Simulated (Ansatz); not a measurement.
**Geometry relaxation, with input and output: Ga2O3 (part 1 of 3)**

The run: geometry relaxation of Ga2O3 (P1, 10 atoms in the cell). Method and program: DFT, PBEsol, plane waves, PAW, no spin polarisation (Ansatz 0.2.0).

The structure was built on a prototype by a generator. Figures and captions count atoms from 1; the log counts them from 0 in places.

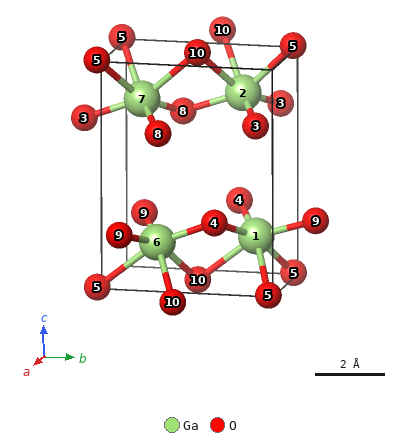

**Figure 1.** The starting structure (ball-and-stick view of the cell of the calculation, set on other vectors, seen slightly off an axis; bonded neighbours outside the cell are drawn too; atoms are numbered from 1 in the order of the input).

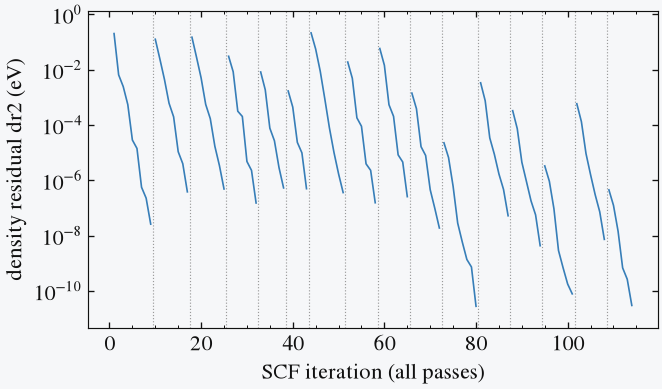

**Figure 2.** Convergence of the self-consistent field: density residual dr2 against the SCF iteration. The dotted lines part the SCF passes of the relaxation: geometry steps, rejected trials and re-solves on a re-selected basis. The 16 passes take 5 to 9 iterations each, 114 in all.

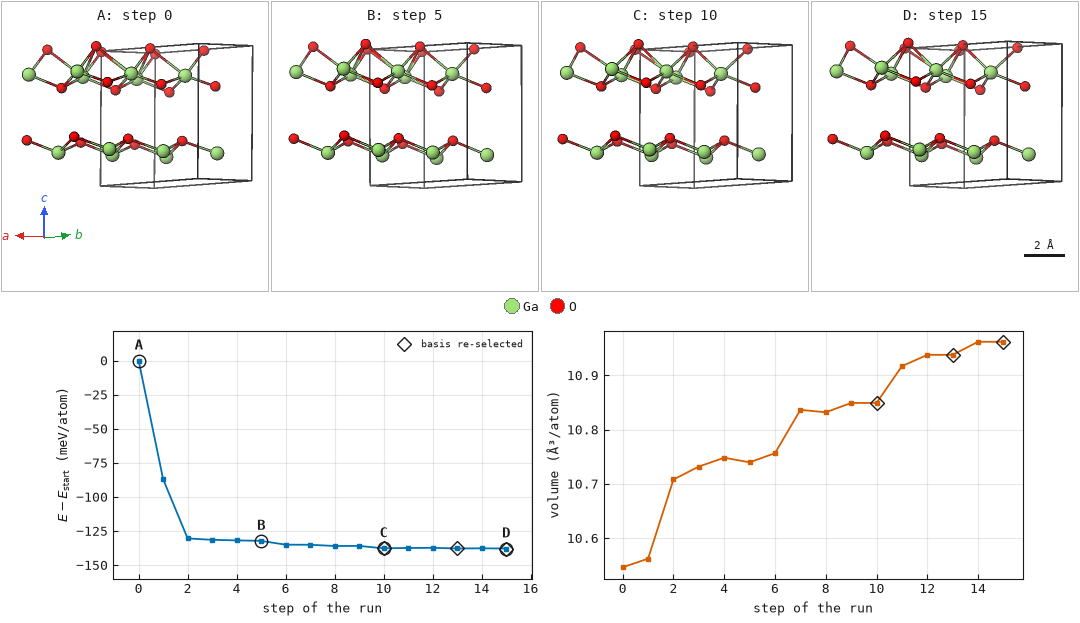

**Figure 3.** Frames of the relaxation (ball-and-stick view of the cell of the calculation, repeated 3 × 1 × 1, seen at an oblique angle) above the curves, on which the letters mark them (the first geometry is step 0 here and step 1 in the log).

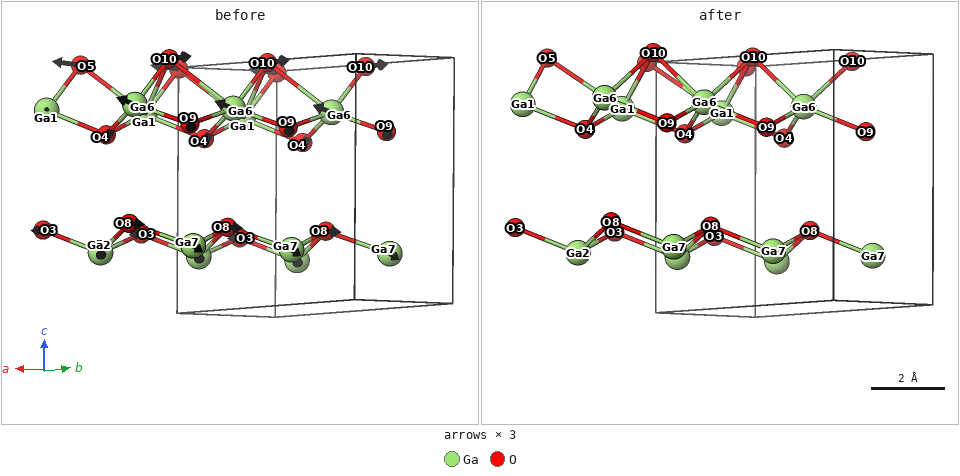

**Figure 4.** Before (left) and after (right) the relaxation, at one scale (ball-and-stick view of the cell of the calculation, repeated 3 × 1 × 1, seen at an oblique angle). The black arrows give the displacements (without the part carried along by the change of the cell), magnified 3 times. O5 moves most relative to the cell: 0.27 Å. By element the largest moves are O 0.27 Å, Ga 0.19 Å. The volume changes by +3.9 %, with a 2.979 → 3.025 Å (+1.6 %), b 6.017 → 6.018 Å (0.0 %), c 6.832 → 6.967 Å (+2.0 %), α 89.1° → 89.8°, β 90.4° → 90.0°, γ 120.5° → 120.2°. Distances before and after: Ga6–O10 2.170 → 2.503 Å, O5–Ga7 2.290 → 2.016 Å, Ga2–O10 2.275 → 2.016 Å, Ga1–O5 2.248 → 2.505 Å. Among the angles that change: O9–Ga6–O10 74.1° → 90.2°, Ga2–O10–Ga6 97.6° → 82.9°, Ga2–O10–Ga6 98.4° → 110.6°. The space group (tolerance 0.01 Å) goes from P1 (No. 1) to P2/c (No. 13). Over 12 geometry steps the energy falls by 138 meV per atom. Largest force component: 5.5 eV/Å at the start, 0.0042 eV/Å at the end. The pressure goes from 9.81 to 0.01 GPa. 2 further SCFs at an unchanged geometry re-selected the plane-wave basis for the new cell. The energy change given includes the shifts at the re-selections in mid-walk, which come without any move. A last SCF at the same geometry on a re-selected plane-wave basis shifts the energy by −0.1 meV per atom. (Atoms are counted from 1 in the order of the input.)

The input that produced these results follows, with the program's output.

Input file:
```yaml
crystal:
  lattice:
    - [2.9784282618, -0.0224501342, -0.0103599046]
    - [-3.0173130349, 5.2060794032, 0.0455590637]
    - [-0.0240804785, 0.0472368594, 6.8316737178]
  atoms:
    - { symbol: Ga, position: [0.6508519896, 0.172296228, 0.7893449455] }
    - { symbol: Ga, position: [0.346608602, 0.3126847716, 0.2081830766] }
    - { symbol: O, position: [0.6778213258, 0.1712757595, 0.3023941878] }
    - { symbol: O, position: [0.344457437, 0.3397220783, 0.6858324497] }
    - { symbol: O, position: [0.0398017101, 0.0229032748, -0.0085556906] }
    - { symbol: Ga, position: [0.6609530142, 0.6755730593, 0.7850242128] }
    - { symbol: Ga, position: [0.34264554, 0.8336587484, 0.2065461028] }
    - { symbol: O, position: [0.6905343566, 0.6648810497, 0.3018097992] }
    - { symbol: O, position: [0.3549238595, 0.8168352578, 0.7037850737] }
    - { symbol: O, position: [0.0161870291, 0.5101057405, -0.0091361699] }
kpoints:
  mp_grid: { grid: [6, 6, 4] }
hamiltonian:
  xc: pbesol
scf:
  occupations: { method: fermi_dirac, width: 0.05 }
relax:
  f_tol: 0.01
  cell: {}
  max_steps: 120
```

Command:
```bash
ansatz run input.yaml --threads 2 --pin off --max-ram 2211MiB --backend cpu --events-out ev --progress --plain --runs-dir out
```

What the program printed:
```
Engine: ansatz 0.2.0, aarch64-unknown-linux-gnu
Pseudopotentials: kind: paw
Pseudopotential: Ga, paw, valence charge 13, recommended cutoff 420 eV (normal), Ga.paw.azcp
Pseudopotential: O, paw, valence charge 6, recommended cutoff 420 eV (normal), O.paw.azcp
Functional definition: PBEsol
  exchange = pbesol_x
  correlation = pbesol_c
Crystal: 10 atoms, lattice volume = 105.463 Å³
Basis set: ecut = 420 eV, 2041 PW (Γ), exchange–correlation on 40×90×96 points (8 copies of the dense FFT grid, shifted against one another)
Bands: 54, of which v1, the nominal top of the filled ones, is band 44 counted from 1 (43 counted from 0)
Symmetry: 1 space group operations
Space group: P1 (ITA 1), of the structure as read, at distance tolerance 4.7e-5 Å
k-points: 76 of 144 (time reversal used)
Non-local potential: Ga, projectors of the file, l = 0: 2, l = 1: 2, l = 2: 3, l = 3: 1
Non-local potential: O, projectors of the file, l = 0: 2, l = 1: 2, l = 2: 1
PAW form: soft (Blöchl's): semilocal exchange-correlation on the pseudo side does not see the compensation charge
PAW frozen core: Ga, regenerated for the run's functional, and the local potential with it (the file was generated under x = pbe(κ = 0.804, μ = 0.2195149727645171), c = pbe(β = 0.06672455060314922))
PAW frozen core: O, regenerated for the run's functional, and the local potential with it (the file was generated under x = pbe(κ = 0.804, μ = 0.2195149727645171), c = pbe(β = 0.06672455060314922))
PAW one-centre angular grid: Ga, 590 points (default); XC on 64 Gauss nodes
PAW one-centre angular grid: O, 110 points (default); XC on 64 Gauss nodes
Initial density: superposition of atomic densities (neutral atoms: chi_scale 0, normalization atom), corrected by the library's trained network
Initial wavefunctions: pseudopotential atomic-orbital guess
Functional: x = pbesol(κ = 0.804, μ = 0.12345679012345678), c = pbesol(β = 0.046)
SCF iter   1: F=—  HF=-18339.054297 eV  |F-HF|=—  |Δ(HF+E_count)|=         —  Δρ=1.55e-2  dr2=2.02e-1  ethr=1.77e-3  ⟨swp⟩=6.2  Hψ=16138  notcnv=0  defer=47
preconditioner: auto → Resta (q_TF=auto, 2.647 Å⁻¹)  ε∞=4.7  [insulator: Δε(μ)=2.238 eV  Ē_g=17.648 eV  σ=0.050 eV  W_gap=1.00  n_scr=38 (ndim 8)  ℏωp=33.9 eV  f_vac=0.088  D(μ)=0.00/eV (n_scr^D=0)  ε∞_Penn≈4.7]
SCF iter   2: F=—  HF=-18338.996634 eV  |F-HF|=—  |Δ(HF+E_count)|=   5.77e-2  Δρ=2.84e-3  dr2=6.49e-3  ethr=2.29e-4  ⟨swp⟩=2.0  Hψ=8214  notcnv=0  defer=335
SCF iter   3: F=—  HF=-18338.995760 eV  |F-HF|=—  |Δ(HF+E_count)|=   8.74e-4  Δρ=1.21e-3  dr2=2.45e-3  ethr=7.38e-6  ⟨swp⟩=2.0  Hψ=6444  notcnv=0  defer=335
SCF iter   4: F=—  HF=-18338.995465 eV  |F-HF|=—  |Δ(HF+E_count)|=   2.95e-4  Δρ=8.04e-4  dr2=5.46e-4  ethr=2.79e-6  ⟨swp⟩=2.4  Hψ=5363  notcnv=0  defer=335
SCF iter   5: F=—  HF=-18338.995357 eV  |F-HF|=—  |Δ(HF+E_count)|=   1.08e-4  Δρ=1.68e-4  dr2=2.86e-5  ethr=6.20e-7  ⟨swp⟩=2.0  Hψ=6831  notcnv=0  defer=335
SCF iter   6: F=—  HF=-18338.995416 eV  |F-HF|=—  |Δ(HF+E_count)|=   5.86e-5  Δρ=1.31e-4  dr2=1.42e-5  ethr=3.25e-8  ⟨swp⟩=2.0  Hψ=6862  notcnv=0  defer=335
SCF iter   7: F=—  HF=-18338.995413 eV  |F-HF|=—  |Δ(HF+E_count)|=   3.09e-6  Δρ=2.38e-5  dr2=5.60e-7  ethr=1.61e-8  ⟨swp⟩=2.0  Hψ=6756  notcnv=0  defer=335
SCF iter   8: F=—  HF=-18338.995414 eV  |F-HF|=—  |Δ(HF+E_count)|=   8.23e-7  Δρ=1.55e-5  dr2=2.27e-7  ethr=1.14e-10  ⟨swp⟩=5.0  Hψ=15835  notcnv=0
SCF iter   9: F=-18338.995414 eV  HF=-18338.995414 eV  |F-HF|=1.22e-8  |Δ(HF+E_count)|=   5.53e-8  Δρ=4.90e-6  dr2=2.60e-8  ethr=1.14e-10  ⟨swp⟩=5.0  Hψ=15053  notcnv=0
SCF 1 converged in 9 iterations: F = -18338.995414 eV  dr2 = 2.60e-8
  greatest PAW one-centre occupation: 0.997 electrons in one spin orbital (limit 2), on the Ga atom at site 0 (counted from 0), in its partial waves of l = 2
relax step   1: F+E_penalty+E_count = -18338.99541384 eV  Δ(F+E_penalty+E_count) = +0.000e0 eV  max|allowed force component| = 5.480e0 eV/Å  Δτ_max = 0.0000 Å  P = +9.813 GPa  Ω = 105.463 Å³  (9 SCF iters, dr2 threshold 1.00e-7 eV, accepted)
Crystal: 10 atoms, lattice volume = 105.622 Å³
Basis set: ecut = 420 eV, 2043 PW (Γ), exchange–correlation on 40×90×96 points (8 copies of the dense FFT grid, shifted against one another)
Initial density: handed on by an earlier stage of this run
Initial wavefunctions: those handed on with the density
iter 1 solved again at ethr=1.46e-4 eV; its pass at ethr=3.10e-3 eV (dr2=1.29e-1 eV) is discarded
SCF iter   1: F=—  HF=-18339.908390 eV  |F-HF|=—  |Δ(HF+E_count)|=         —  Δρ=1.75e-2  dr2=1.26e-1  ethr=1.46e-4  ⟨swp⟩=2.5  Hψ=19003  notcnv=0
preconditioner: auto → Resta (q_TF=auto, 2.647 Å⁻¹)  ε∞=4.7  [insulator: Δε(μ)=2.418 eV  Ē_g=17.705 eV  σ=0.050 eV  W_gap=1.00  n_scr=38 (ndim 8)  ℏωp=33.9 eV  f_vac=0.085  D(μ)=0.00/eV (n_scr^D=0)  ε∞_Penn≈4.7]
SCF iter   2: F=—  HF=-18339.872029 eV  |F-HF|=—  |Δ(HF+E_count)|=   3.64e-2  Δρ=8.11e-3  dr2=2.43e-2  ethr=1.43e-4  ⟨swp⟩=3.2  Hψ=7986  notcnv=0
SCF iter   3: F=—  HF=-18339.865981 eV  |F-HF|=—  |Δ(HF+E_count)|=   6.05e-3  Δρ=2.49e-3  dr2=4.43e-3  ethr=2.76e-5  ⟨swp⟩=2.2  Hψ=7770  notcnv=0
SCF iter   4: F=—  HF=-18339.865563 eV  |F-HF|=—  |Δ(HF+E_count)|=   4.18e-4  Δρ=5.84e-4  dr2=6.12e-4  ethr=5.03e-6  ⟨swp⟩=2.2  Hψ=7378  notcnv=0  defer=4
SCF iter   5: F=—  HF=-18339.865637 eV  |F-HF|=—  |Δ(HF+E_count)|=   7.43e-5  Δρ=4.33e-4  dr2=1.97e-4  ethr=6.95e-7  ⟨swp⟩=2.0  Hψ=7134  notcnv=0  defer=4
SCF iter   6: F=—  HF=-18339.865600 eV  |F-HF|=—  |Δ(HF+E_count)|=   3.71e-5  Δρ=8.77e-5  dr2=1.08e-5  ethr=2.24e-7  ⟨swp⟩=2.0  Hψ=7132  notcnv=0  defer=4
SCF iter   7: F=—  HF=-18339.865605 eV  |F-HF|=—  |Δ(HF+E_count)|=   4.86e-6  Δρ=6.49e-5  dr2=3.97e-6  ethr=1.22e-8  ⟨swp⟩=2.0  Hψ=7080  notcnv=0  defer=4
SCF iter   8: F=-18339.865605 eV  HF=-18339.865605 eV  |F-HF|=1.29e-7  |Δ(HF+E_count)|=   3.81e-8  Δρ=1.65e-5  dr2=3.82e-7  ethr=1.14e-9  ⟨swp⟩=3.0  Hψ=18183  notcnv=0
SCF 2 converged in 8 iterations: F = -18339.865605 eV  dr2 = 3.82e-7
[... from here on the iterations of each SCF are left out, up to the last one ...]
relax step   2: F+E_penalty+E_count = -18339.86560531 eV  Δ(F+E_penalty+E_count) = -8.702e-1 eV  max|allowed force component| = 2.809e0 eV/Å  Δτ_max = 0.0677 Å  P = +5.068 GPa  Ω = 105.622 Å³  energy of the carried Pulay correction = -7.883e-4 eV  (8 SCF iters, dr2 threshold 1.00e-6 eV, accepted)
Crystal: 10 atoms, lattice volume = 107.081 Å³
Basis set: ecut = 420 eV, 2073 PW (Γ), exchange–correlation on 40×90×96 points (8 copies of the dense FFT grid, shifted against one another)
preconditioner: auto → Resta (q_TF=auto, 2.641 Å⁻¹)  ε∞=4.7  [insulator: Δε(μ)=2.315 eV  Ē_g=17.565 eV  σ=0.050 eV  W_gap=1.00  n_scr=38 (ndim 8)  ℏωp=33.7 eV  f_vac=0.087  D(μ)=0.00/eV (n_scr^D=0)  ε∞_Penn≈4.7]
SCF 3 converged in 8 iterations: F = -18340.299456 eV  dr2 = 4.85e-7
relax step   3: F+E_penalty+E_count = -18340.29945561 eV  Δ(F+E_penalty+E_count) = -4.339e-1 eV  max|allowed force component| = 1.293e-1 eV/Å  Δτ_max = 0.1120 Å  P = -0.461 GPa  Ω = 107.081 Å³  energy of the carried Pulay correction = -7.955e-3 eV  (8 SCF iters, dr2 threshold 1.00e-6 eV, accepted)
Crystal: 10 atoms, lattice volume = 107.319 Å³
preconditioner: auto → Resta (q_TF=auto, 2.640 Å⁻¹)  ε∞=4.7  [insulator: Δε(μ)=2.339 eV  Ē_g=17.538 eV  σ=0.050 eV  W_gap=1.00  n_scr=38 (ndim 8)  ℏωp=33.6 eV  f_vac=0.082  D(μ)=0.00/eV (n_scr^D=0)  ε∞_Penn≈4.7]
SCF 4 converged in 7 iterations: F = -18340.309906 eV  dr2 = 1.51e-7
relax step   4: F+E_penalty+E_count = -18340.30990627 eV  Δ(F+E_penalty+E_count) = -1.045e-2 eV  max|allowed force component| = 2.325e-1 eV/Å  Δτ_max = 0.0607 Å  P = -0.594 GPa  Ω = 107.319 Å³  energy of the carried Pulay correction = -9.117e-3 eV  (7 SCF iters, dr2 threshold 1.00e-6 eV, accepted)
Crystal: 10 atoms, lattice volume = 107.482 Å³
Basis set: ecut = 420 eV, 2075 PW (Γ), exchange–correlation on 40×90×96 points (8 copies of the dense FFT grid, shifted against one another)
preconditioner: auto → Resta (q_TF=auto, 2.639 Å⁻¹)  ε∞=4.7  [insulator: Δε(μ)=2.390 eV  Ē_g=17.562 eV  σ=0.050 eV  W_gap=1.00  n_scr=38 (ndim 8)  ℏωp=33.6 eV  f_vac=0.092  D(μ)=0.00/eV (n_scr^D=0)  ε∞_Penn≈4.7]
SCF 5 converged in 6 iterations: F = -18340.313906 eV  dr2 = 5.30e-7
relax step   5: F+E_penalty+E_count = -18340.31390602 eV  Δ(F+E_penalty+E_count) = -4.000e-3 eV  max|allowed force component| = 9.841e-2 eV/Å  Δτ_max = 0.0185 Å  P = +0.013 GPa  Ω = 107.482 Å³  energy of the carried Pulay correction = -9.910e-3 eV  (6 SCF iters, dr2 threshold 1.00e-6 eV, accepted)
```
